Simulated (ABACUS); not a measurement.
## Single-point calculation at one volume of an equation of state, with input and output: Hf (part 2 of 2)

Hf (1 atom in the cell); Kohn-Sham DFT of a periodic cell, PBE, PseudoDojo NC SR 0.4.1 PBE standard, no spin polarisation (ABACUS 3.10.1); cutoff 1360.57 eV, 10×10×10 k-mesh, fermi-dirac of 0.05 eV. The structure derives from an entry of the Crystallography Open Database. It belongs to a series of runs on one base structure; here: volume scaled by 1.04. The settings are looser than a standard set-up, so the numbers are not reference values.

Geometry of the input (Å; fractional positions):
```
0.0000  2.2492  2.2492
2.2492  0.0000  2.2492
2.2492  2.2492  0.0000
Hf 0.0000  0.0000  0.0000
```

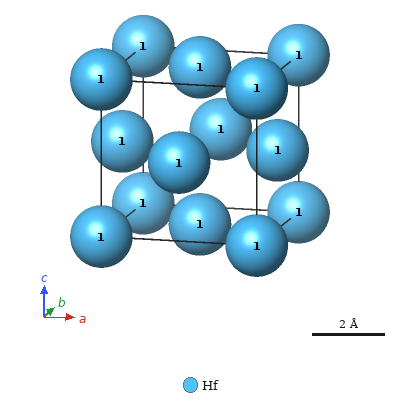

Figure 1. The structure (spheres-only view of the cell 4 times as large as that of the calculation, set on its symmetry axes, seen slightly off an axis; atoms are numbered from 1 in the order of the input).

Log, continued
```
----------------------------------------------------------
     Energy           Rydberg                 eV
----------------------------------------------------------
 E_KohnSham     -112.7640248446      -1534.2332673000
 E_Harris       -112.7646875033      -1534.2422832345
 E_Fermi        1.0898485354         14.8281500379
----------------------------------------------------------

 LCAO ALGORITHM --------------- ION=   1  ELEC=   2--------------------------------

 Density error is 0.0044153079355
----------------------------------------------------------
     Energy           Rydberg                 eV
----------------------------------------------------------
 E_KohnSham     -112.7640450209      -1534.2335418129
 E_Harris       -112.7649634484      -1534.2460376598
 E_Fermi        1.0903683073         14.8352218979
----------------------------------------------------------

 LCAO ALGORITHM --------------- ION=   1  ELEC=   3--------------------------------

 Density error is 0.000136705788472
----------------------------------------------------------
     Energy           Rydberg                 eV
----------------------------------------------------------
 E_KohnSham     -112.7640450874      -1534.2335427181
 E_Harris       -112.7643310088      -1534.2374328776
 E_Fermi        1.0906294177         14.8387744877
----------------------------------------------------------

 LCAO ALGORITHM --------------- ION=   1  ELEC=   4--------------------------------

 Density error is 4.57542441507e-06
----------------------------------------------------------
     Energy           Rydberg                 eV
----------------------------------------------------------
 E_KohnSham     -112.7640450880      -1534.2335427256
 E_Harris       -112.7640360999      -1534.2334204361
 E_Fermi        1.0906228311         14.8386848718
----------------------------------------------------------

 LCAO ALGORITHM --------------- ION=   1  ELEC=   5--------------------------------

 Density error is 2.34144338537e-07
----------------------------------------------------------
     Energy           Rydberg                 eV
----------------------------------------------------------
 E_KohnSham     -112.7640450881      -1534.2335427269
 E_Harris       -112.7640433686      -1534.2335193316
 E_Fermi        1.0906234109         14.8386927602
----------------------------------------------------------

 LCAO ALGORITHM --------------- ION=   1  ELEC=   6--------------------------------

 Density error is 2.65468185902e-08
----------------------------------------------------------
     Energy           Rydberg                 eV
----------------------------------------------------------
 E_KohnSham     -112.7640450879      -1534.2335427247
 E_KS(sigma->0) -112.7636379007      -1534.2280026582
 E_Harris       -112.7640446475      -1534.2335367328
 E_band         -9.9586727109        -135.4946933853
 E_one_elec     -21.3884519463       -291.0048178691
 E_Hartree      14.8879288719        202.5606640761
 E_xc           -28.5970273719       -389.0825181192
 E_Ewald        -77.6656802672       -1056.6957906795
 E_entropy(-TS) -0.0008143745        -0.0110801329
 E_descf        0.0000000000         0.0000000000
 E_exx          0.0000000000         0.0000000000
 E_Fermi        1.0906234848         14.8386937655
----------------------------------------------------------

 charge density convergence is achieved
 final etot is -1534.2335427 eV
 EFERMI = 14.838693766 eV

 STATE ENERGY(eV) AND OCCUPATIONS    NSPIN == 1
 1/47 kpoint (Cartesian) = 0.0000 0.0000 0.0000 (653 pws)
       1       -46.6744     0.00200000
       2       -15.0617     0.00200000
       3       -15.0617     0.00200000
       4       -15.0617     0.00200000
       5        7.07286     0.00200000
       6        15.9394    5.49822e-13
       7        15.9394    5.49822e-13
       8        15.9394    5.49822e-13
       9        18.7763    1.25613e-37
      10        18.7763    1.25613e-37

 2/47 kpoint (Cartesian) = 0.022230 0.022230 0.022230 (649 pws)
       1       -46.6686      0.0160000
       2       -15.1442      0.0160000
       3       -15.0721      0.0160000
       4       -15.0721      0.0160000
       5        7.41172      0.0160000
       6        15.6230    2.46606e-09
       7        16.1113    1.41435e-13
       8        16.1113    1.41435e-13
       9        18.6334    1.75295e-35
      10        18.6334    1.75295e-35

 3/47 kpoint (Cartesian) = 0.044460 0.044460 0.044460 (648 pws)
       1       -46.6535      0.0160000
       2       -15.3547      0.0160000
       3       -15.0989      0.0160000
       4       -15.0989      0.0160000
       5        8.34630      0.0160000
       6        14.9930    0.000698427
       7        16.3571    1.03639e-15
       8        16.3571    1.03639e-15
       9        18.5988    3.50326e-35
      10        18.5988    3.50326e-35

 4/47 kpoint (Cartesian) = 0.066690 0.066690 0.066690 (638 pws)
       1       -46.6347      0.0160000
       2       -15.6032      0.0160000
       3       -15.1316      0.0160000
       4       -15.1316      0.0160000
       5        9.61346      0.0160000
       6        14.8595     0.00635921
       7        16.1681    4.53569e-14
       8        16.1681    4.53569e-14
       9        19.3416    1.23776e-41
      10        19.3416    1.23776e-41

 5/47 kpoint (Cartesian) = 0.088920 0.088920 0.088920 (640 pws)
       1       -46.6195      0.0160000
       2       -15.7896      0.0160000
       3       -15.1574      0.0160000
       4       -15.1574      0.0160000
       5        10.5442      0.0160000
       6        15.8300    3.92285e-11
       7        15.8300    3.92285e-11
       8        17.4477    3.48827e-25
       9        20.4104    6.43646e-51
      10        20.4104    6.43646e-51

 6/47 kpoint (Cartesian) = 0.11115 0.11115 0.11115 (646 pws)
       1       -46.6138     0.00800000
       2       -15.8474     0.00800000
       3       -15.1672     0.00800000
       4       -15.1672     0.00800000
       5        10.7250     0.00800000
       6        15.6894    3.26339e-10
       7        15.6894    3.26339e-10
       8        20.9118    1.42076e-55
       9        20.9118    1.42076e-55
      10        23.9625    4.51124e-82

[... levels at 41 further k points ...]

 correction force for each atom along direction 1 is -2.09441e-16
 correction force for each atom along direction 2 is -1.04086e-14
 correction force for each atom along direction 3 is -1.41001e-14
------------------------------------------------------------------------------------------
 TOTAL-FORCE (eV/Angstrom)
------------------------------------------------------------------------------------------
                       Hf1         0.0000000000         0.0000000000         0.0000000000
------------------------------------------------------------------------------------------

----------------------------------------------------------------
 TOTAL-STRESS (KBAR)
----------------------------------------------------------------
      -103.9740606152         0.0000000000         0.0000000000
         0.0000000000      -103.9740606152        -0.0000000000
         0.0000000000        -0.0000000000      -103.9740606152
----------------------------------------------------------------
 TOTAL-PRESSURE: -103.974061 KBAR

 --------------------------------------------
 !FINAL_ETOT_IS -1534.2335427246850941 eV
 --------------------------------------------
```

Standard output
```
ABACUS v3.10.1

               Atomic-orbital Based Ab-initio Computation at UStc

%%%%%%%%%%%%%%%%%%%%%%%%%%%%%%%%%%%%%%%%%%%%%%%%%%%%%%%%%%%%%%%%%%%%%%%%%%%%%%%%%%%%%%%%%%%%%%%%%%%%%%%%%
 Warning: the number of valence electrons in pseudopotential > 4 for Hf: [Xe] 4f14 5d2 6s2
 Pseudopotentials with additional electrons can yield (more) accurate outcomes, but may be less efficient.
 If you're confident that your chosen pseudopotential is appropriate, you can safely ignore this warning.
%%%%%%%%%%%%%%%%%%%%%%%%%%%%%%%%%%%%%%%%%%%%%%%%%%%%%%%%%%%%%%%%%%%%%%%%%%%%%%%%%%%%%%%%%%%%%%%%%%%%%%%%%

 UNIFORM GRID DIM        : 40 * 40 * 40
 UNIFORM GRID DIM(BIG)   : 8 * 8 * 8
 ---------------------------------------------------------
 Self-consistent calculations for electrons
 ---------------------------------------------------------
 SPIN    KPOINTS         PROCESSORS  THREADS     NBASE
 1       47              4           4           10
 ---------------------------------------------------------
 Use Systematically Improvable Atomic bases
 ---------------------------------------------------------
 ELEMENT ORBITALS        NBASE       NATOM       XC
 Hf      2s1p1d-8au      10          1
 ---------------------------------------------------------
 Initial plane wave basis and FFT box
 ---------------------------------------------------------
 -------------------------------------------
 SELF-CONSISTENT :
 -------------------------------------------
 START CHARGE      : atomic
 ITER       ETOT/eV          EDIFF/eV         DRHO     TIME/s
 GE1     -1.53423327e+03   0.00000000e+00   1.3253e-02   0.13
 GE2     -1.53423354e+03  -2.74512906e-04   4.4153e-03   0.14
 GE3     -1.53423354e+03  -9.05153919e-07   1.3671e-04   0.14
 GE4     -1.53423354e+03  -7.51159302e-09   4.5754e-06   0.13
 GE5     -1.53423354e+03  -1.29002184e-09   2.3414e-07   0.13
 GE6     -1.53423354e+03   2.19953365e-09   2.6547e-08   0.13
----------------------------------------------------------------
 TOTAL-STRESS (KBAR)
----------------------------------------------------------------
      -103.9740606152         0.0000000000         0.0000000000
         0.0000000000      -103.9740606152        -0.0000000000
         0.0000000000        -0.0000000000      -103.9740606152
----------------------------------------------------------------
 TOTAL-PRESSURE: -103.974061 KBAR
```

File mulliken.txt
```
 0
CALCULATE THE MULLIkEN ANALYSIS FOR EACH ATOM
 Total charge:	12
Decomposed Mulliken populations
0                             Zeta of Hf              Spin 1
s                                      0              2.0018
s                                      1              1.0450
SUM OVER M+Zeta                                       3.0469

pz                                     0              1.9968
px                                     0              1.9965
py                                     0              1.9985
SUM OVER M                                            5.9918
SUM OVER M+Zeta                                       5.9918

dz^2                                   0              0.7350
dxz                                    0              0.2311
dyz                                    0              0.6620
dx^2-y^2                               0              0.3642
dxy                                    0              0.9691
SUM OVER M                                            2.9613
SUM OVER M+Zeta                                       2.9613

SUM OVER M+Zeta+L                                    12.0000

Total Charge on atom:                 Hf             12.0000
```

Key numbers

```csv
quantity,value
outcome,converged
space group (tolerance 0.01 Å),Fm-3m (225)
electrons treated,12
free energy,−1534.2335 eV
Fermi energy,14.839 eV
gap on the k-point mesh,none (metallic)
pressure,−10.40 GPa
largest force (length of the vector),under 0.001 eV/Å
wall time,1.4 s (CPU time 5.4 s)
peak memory,0.36 GiB
```

Remarks

Settings chosen away from the usual ones: volume scaled by 1.04. The settings depart from the standard set-up of this series, which can bear on the numbers. Points of doubt noted for this run: home made orbitals. Spin–orbit coupling is left out, which matters for Hf.
